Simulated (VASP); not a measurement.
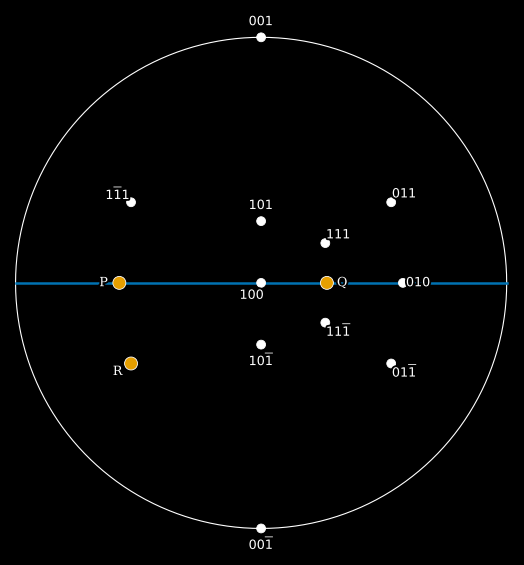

Crystal: Pr, an entry of the Crystallography Open Database, as set up for an electronic-structure calculation. Stereographic projection of plane normals (upper hemisphere) centred on (1 0 0). All values are computed from the atomic coordinates in the standard setting (tolerance 0.002 Å).

a = 3.669 Å, b = 3.669 Å, c = 5.920 Å, α = 90.00°, β = 90.00°, γ = 120.00°.

Q: Index the poles marked P, Q, R.

A: P is (1 −1 0), in four indices (1 −1 0 0), 60.0° from the centre; Q is (1 1 0), in four indices (1 1 −2 0), 30.0° from the centre; R is (1 −1 −1), in four indices (1 −1 0 −1), 63.9° from the centre.

Q: Which zone does the coloured great circle trace?

A: The zone [0 0 1]: its poles satisfy l = 0.

Q: What is the angle between the normals of (1 0 1) and (1 1 −1), and what are their d_hkl = 1/|g|?

A: 53.9°; d = 2.800 Å and 1.752 Å.
